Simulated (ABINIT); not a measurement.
**La2O3: G0W0 calculation (part 1 of 3)**

La2O3 (P-3m1, 5 atoms in the cell), computed with Kohn-Sham DFT of a periodic cell, PBE, PseudoDojo NC SR PBE v0.4.1 standard, G0W0, no spin polarisation (ABINIT 10.8.3).

The structure derives from a Materials Project entry.

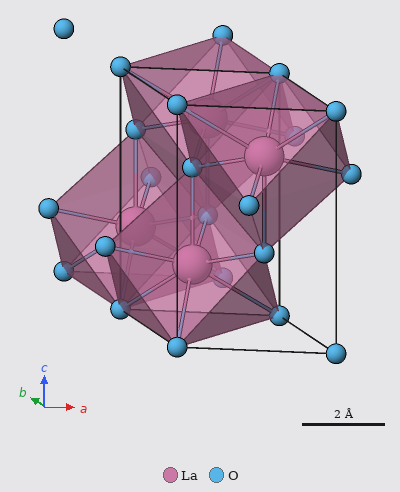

Fig. 1: The input geometry (polyhedral view of the cell of the calculation, repeated 1 × 2 × 1, seen slightly off an axis; polyhedra are completed across the faces of the cell). An atom can appear more than once, as a periodic image.

Input file:
```
ndtset 4

pp_dirpath "./"
pseudos "La.upf, O.upf"

acell 7.4280936462 7.4280936462 11.5499182392
rprim
     1.0000000000     0.0000000000     0.0000000000
    -0.5000000000     0.8660254038     0.0000000000
     0.0000000000     0.0000000000     1.0000000000
ntypat 2
znucl 57 8
natom 5
typat 1 1 2 2 2
xred
            1/3            2/3   0.2462356800
            2/3            1/3   0.7537643200
            0.0            0.0            0.0
            1/3            2/3   0.6458906500
            2/3            1/3   0.3541093500

ecut 62.0

kptopt 1
ngkpt 3 3 2
nshiftk 1
shiftk 0.0 0.0 0.0
istwfk *1

ixc 11

occopt 1

nstep 80
diemac 6.0

iomode 3
prteig 0
prtebands 0

nband1 20
tolvrs1 1.0e-12
prtden1 1
prtwf1 0

iscf2 -2
getden2 1
nband2 226
nbdbuf2 20
tolwfr2 1.0e-12
nstep2 120
prtden2 0

optdriver3 3
getwfk3 2
nband3 206
ecuteps3 7.4
ecutwfn3 37.0
inclvkb3 2
ppmodel3 1
gwcomp3 1
gwencomp3 2.0

optdriver4 4
getwfk4 2
nband4 206
ecuteps4 7.4
ecutsigx4 62.0
ecutwfn4 62.0
symsigma4 1
getscr4 3
ppmodel4 1
gw_qprange4 0
gwcomp4 1
gwencomp4 2.0
```

Launch command:
```bash
mpirun --bind-to none -np 4 abinit run.abi > log 2>&1
```

Log:
```
.Version 10.8.3 of ABINIT
 DATASET    1 : space group P-3 m 1 (#164); Bravais hP (primitive hexag.)
================================================================================
 Values of the parameters that define the memory need for DATASET  1.
     intxc =       0    ionmov =       0      iscf =       7    lmnmax =       8
     lnmax =       8     mgfft =      90  mpssoang =       4    mqgrid =    4094
     natom =       5  nloc_mem =       1    nspden =       1   nspinor =       1
    nsppol =       1      nsym =      12    n1xccc =    2501    ntypat =       2
    occopt =       1   xclevel =       2
       mpw =       12887          nfft =      262440          nkpt =           6
================================================================================
================================================================================

 DATASET    2 : space group P-3 m 1 (#164); Bravais hP (primitive hexag.)
================================================================================
 Values of the parameters that define the memory need for DATASET  2.
     intxc =       0    ionmov =       0      iscf =      -2    lmnmax =       8
     lnmax =       8     mgfft =      90  mpssoang =       4    mqgrid =    4094
     natom =       5  nloc_mem =       1    nspden =       1   nspinor =       1
    nsppol =       1      nsym =      12    n1xccc =    2501    ntypat =       2
    occopt =       1   xclevel =       2
       mpw =       12887          nfft =      262440          nkpt =           6
================================================================================
================================================================================

 DATASET    3 : space group P-3 m 1 (#164); Bravais hP (primitive hexag.)
================================================================================
 Values of the parameters that define the memory need for DATASET  3.
     intxc =       0    ionmov =       0      iscf =       7    lmnmax =       8
     lnmax =       8     mgfft =      64  mpssoang =       4    mqgrid =    3163
     natom =       5  nloc_mem =       1    nspden =       1   nspinor =       1
    nsppol =       1      nsym =      12    n1xccc =    2501    ntypat =       2
    occopt =       1   xclevel =       2
       mpw =        5976          nfft =      129600          nkpt =           6
================================================================================
================================================================================

 DATASET    4 : space group P-3 m 1 (#164); Bravais hP (primitive hexag.)
================================================================================
 Values of the parameters that define the memory need for DATASET  4.
     intxc =       0    ionmov =       0      iscf =       7    lmnmax =       8
     lnmax =       8     mgfft =      90  mpssoang =       4    mqgrid =    4094
     natom =       5  nloc_mem =       1    nspden =       1   nspinor =       1
    nsppol =       1      nsym =      12    n1xccc =    2501    ntypat =       2
    occopt =       1   xclevel =       2
       mpw =       12887          nfft =      262440          nkpt =           6
================================================================================
================================================================================

--------------------------------------------------------------------------------
------------- Echo of variables that govern the present computation ------------
--------------------------------------------------------------------------------
 -outvars: echo values of preprocessed input variables --------
            acell      7.4280936462E+00  7.4280936462E+00  1.1549918239E+01 Bohr
              amu      1.38905500E+02  1.59994000E+01
           diemac      6.00000000E+00
             ecut1     6.20000000E+01 Hartree
             ecut2     6.20000000E+01 Hartree
             ecut3     3.70000000E+01 Hartree
             ecut4     6.20000000E+01 Hartree
          ecuteps1     0.00000000E+00 Hartree
          ecuteps2     0.00000000E+00 Hartree
          ecuteps3     7.40000000E+00 Hartree
          ecuteps4     7.40000000E+00 Hartree
         ecutsigx1     0.00000000E+00 Hartree
         ecutsigx2     0.00000000E+00 Hartree
         ecutsigx3     0.00000000E+00 Hartree
         ecutsigx4     6.20000000E+01 Hartree
          ecutwfn1     0.00000000E+00 Hartree
          ecutwfn2     0.00000000E+00 Hartree
          ecutwfn3     3.70000000E+01 Hartree
          ecutwfn4     6.20000000E+01 Hartree
           getden1          0
           getden2          1
           getden3          0
           getden4          0
           getscr1          0
           getscr2          0
           getscr3          0
           getscr4          3
           getwfk1          0
           getwfk2          0
           getwfk3          2
           getwfk4          2
           gwcomp1          0
           gwcomp2          0
           gwcomp3          1
           gwcomp4          1
             iscf1          7
             iscf2         -2
             iscf3          7
             iscf4          7
              ixc          11
           jdtset        1    2    3    4
         kptrlatt        3    0    0      0    3    0      0    0    2
          kptrlen      2.22842809E+01
            natom           5
            nband1         20
            nband2        226
            nband3        206
            nband4        206
           nbdbuf1          0
           nbdbuf2         20
           nbdbuf3          0
           nbdbuf4          0
           ndtset           4
            ngfft1         54      54      90
            ngfft2         54      54      90
            ngfft3         45      45      64
            ngfft4         54      54      90
             nkpt           6
           npweps1          0
           npweps2          0
           npweps3        537
           npweps4        537
          npwsigx1          0
          npwsigx2          0
          npwsigx3          0
          npwsigx4      12887
            nstep1         80
            nstep2        120
            nstep3         80
            nstep4         80
             nsym          12
           ntypat           2
        optdriver1          0
        optdriver2          0
        optdriver3          3
        optdriver4          4
           prtden1          1
           prtden2          0
           prtden3          1
           prtden4          1
        prtebands           0
           prteig           0
            prtwf1          0
            prtwf2          1
            prtwf3          1
            prtwf4          1
            rprim      1.0000000000E+00  0.0000000000E+00  0.0000000000E+00
                      -5.0000000000E-01  8.6602540380E-01  0.0000000000E+00
                       0.0000000000E+00  0.0000000000E+00  1.0000000000E+00
          spgroup         164
           tolvrs1     1.00000000E-12
           tolvrs2     0.00000000E+00
           tolvrs3     0.00000000E+00
           tolvrs4     0.00000000E+00
           tolwfr1     0.00000000E+00
           tolwfr2     1.00000000E-12
           tolwfr3     0.00000000E+00
           tolwfr4     0.00000000E+00
            typat      1  1  2  2  2
           xangst     -3.0773589100E-16  2.2694356645E+00  1.5049810301E+00
                       1.9653889377E+00  1.1347178323E+00  4.6069724857E+00
                       0.0000000000E+00  0.0000000000E+00  0.0000000000E+00
                      -3.0773589100E-16  2.2694356645E+00  3.9476536291E+00
                       1.9653889377E+00  1.1347178323E+00  2.1642998867E+00
            xcart     -5.8153655310E-16  4.2886118663E+00  2.8440019716E+00
                       3.7140468231E+00  2.1443059331E+00  8.7059162676E+00
                       0.0000000000E+00  0.0000000000E+00  0.0000000000E+00
                      -5.8153655310E-16  4.2886118663E+00  7.4599841990E+00
                       3.7140468231E+00  2.1443059331E+00  4.0899340402E+00
             xred      3.3333333333E-01  6.6666666667E-01  2.4623568000E-01
                       6.6666666667E-01  3.3333333333E-01  7.5376432000E-01
                       0.0000000000E+00  0.0000000000E+00  0.0000000000E+00
                       3.3333333333E-01  6.6666666667E-01  6.4589065000E-01
                       6.6666666667E-01  3.3333333333E-01  3.5410935000E-01
            znucl       57.00000    8.00000

================================================================================

 chkinp: Checking input parameters for consistency, jdtset=   1.

 chkinp: Checking input parameters for consistency, jdtset=   2.

 chkinp: Checking input parameters for consistency, jdtset=   3.

 chkinp: Checking input parameters for consistency, jdtset=   4.

================================================================================
== DATASET  1 ==================================================================

--- !DatasetInfo
iteration_state: {dtset: 1, }
dimensions: {natom: 5, nkpt: 6, mband: 20, nsppol: 1, nspinor: 1, nspden: 1, mpw: 12887, }
cutoff_energies: {ecut:  62.0, pawecutdg:  -1.0, }
electrons: {nelect:   4.00000000E+01, charge:   0.00000000E+00, occopt:   1.00000000E+00, tsmear:   1.00000000E-02, }
meta: {optdriver: 0, ionmov: 0, optcell: 0, iscf: 7, paral_kgb: 0, }
...

 Exchange-correlation functional for the present dataset will be:
  GGA: Perdew-Burke-Ernzerhof functional - ixc=11
  J.P.Perdew, K.Burke, M.Ernzerhof, PRL 77, 3865 (1996)

 Real(R)+Recip(G) space primitive vectors, cartesian coordinates (Bohr,Bohr^-1):
 R(1)=  7.4280936  0.0000000  0.0000000  G(1)=  0.1346240  0.0777252  0.0000000
 R(2)= -3.7140468  6.4329178  0.0000000  G(2)=  0.0000000  0.1554505  0.0000000
 R(3)=  0.0000000  0.0000000 11.5499182  G(3)=  0.0000000  0.0000000  0.0865807
 Unit cell volume ucvol=  5.5190494E+02 bohr^3
 Angles (23,13,12)=  9.00000000E+01  9.00000000E+01  1.20000000E+02 degrees

 getcut: wavevector=  0.0000  0.0000  0.0000  ngfft=  54  54  90
         ecut(hartree)=     62.000   => boxcut(ratio)=   2.05142

--- Pseudopotential description ------------------------------------------------
- pspini: atom type   1  psp file is ./La.upf
  57.00000  11.00000  171031                  znucl, zion, pspdat
12 -101130 3 -1 1812                          pspcod,pspxc,lmax,lloc,mmax
     nproj     2     2     2     2

- pspini: atom type   2  psp file is ./O.upf
   8.00000   6.00000  171031                  znucl, zion, pspdat
12 -101130 2 -1 936                           pspcod,pspxc,lmax,lloc,mmax
     nproj     2     2     1     0

   3.13030709E+03                                ecore*ucvol(ha*bohr**3)
--------------------------------------------------------------------------------

================================================================================

--- !BeginCycle
iteration_state: {dtset: 1, }
solver: {iscf: 7, nstep: 80, nline: 4, wfoptalg: 0, }
tolerances: {tolvrs: 1.00E-12, }
...

     iter   Etot(hartree)      deltaE(h)  residm     vres2
 ETOT  1  -119.57955641123    -1.196E+02 1.612E-01 2.208E+03
 ETOT  2  -119.94043475943    -3.609E-01 3.717E-02 3.886E+03
 ETOT  3  -120.18389268245    -2.435E-01 4.469E-03 2.584E+02
 ETOT  4  -120.20931998282    -2.543E-02 6.176E-04 7.660E+00
 ETOT  5  -120.20573915893     3.581E-03 2.210E-04 5.880E+01
 ETOT  6  -120.21156764749    -5.828E-03 1.014E-04 2.284E+00
 ETOT  7  -120.21199522922    -4.276E-04 8.196E-05 4.293E-01
 ETOT  8  -120.21203879141    -4.356E-05 1.092E-05 8.330E-01
 ETOT  9  -120.21216181284    -1.230E-04 7.643E-06 1.259E-02
 ETOT 10  -120.21216715212    -5.339E-06 2.056E-06 5.005E-02
 ETOT 11  -120.21217428886    -7.137E-06 1.135E-06 4.026E-02
 ETOT 12  -120.21217947574    -5.187E-06 4.638E-07 1.927E-03
 ETOT 13  -120.21217852740     9.483E-07 2.123E-07 1.503E-02
 ETOT 14  -120.21218011892    -1.592E-06 7.473E-08 2.073E-03
 ETOT 15  -120.21218040089    -2.820E-07 5.749E-08 3.555E-05
 ETOT 16  -120.21218037204     2.885E-08 8.061E-09 6.149E-04
 ETOT 17  -120.21218044807    -7.604E-08 7.548E-09 3.315E-06
 ETOT 18  -120.21218045429    -6.214E-09 9.710E-10 1.743E-06
 ETOT 19  -120.21218045393     3.557E-10 3.886E-10 1.411E-05
 ETOT 20  -120.21218045532    -1.392E-09 1.106E-10 3.278E-06
 ETOT 21  -120.21218045574    -4.198E-10 1.002E-10 6.793E-08
 ETOT 22  -120.21218045571     2.970E-11 1.053E-11 8.163E-07
 ETOT 23  -120.21218045579    -7.715E-11 7.344E-12 1.295E-07
 ETOT 24  -120.21218045580    -8.569E-12 1.445E-12 6.855E-08
 ETOT 25  -120.21218045581    -8.114E-12 8.039E-13 2.252E-08
 ETOT 26  -120.21218045580     7.390E-13 2.985E-13 1.238E-08
 ETOT 27  -120.21218045581    -1.975E-12 1.271E-13 4.074E-10
 ETOT 28  -120.21218045580     2.402E-12 8.133E-14 1.500E-11
 ETOT 29  -120.21218045581    -2.984E-12 1.819E-14 3.601E-11
 ETOT 30  -120.21218045581    -1.563E-13 1.301E-14 1.586E-11
 ETOT 31  -120.21218045581    -2.771E-12 2.547E-15 4.280E-12
 ETOT 32  -120.21218045581     3.553E-13 1.844E-15 4.213E-12
 ETOT 33  -120.21218045581     9.663E-13 3.698E-16 1.244E-12
 ETOT 34  -120.21218045581     0.000E+00 2.823E-16 3.618E-12
 ETOT 35  -120.21218045581     2.188E-12 5.308E-17 1.750E-12
 ETOT 36  -120.21218045581     5.542E-13 3.723E-17 1.416E-12
 ETOT 37  -120.21218045581     1.378E-12 9.031E-18 8.238E-13

 At SCF step   37       vres2   =  8.24E-13 < tolvrs=  1.00E-12 =>converged.
```
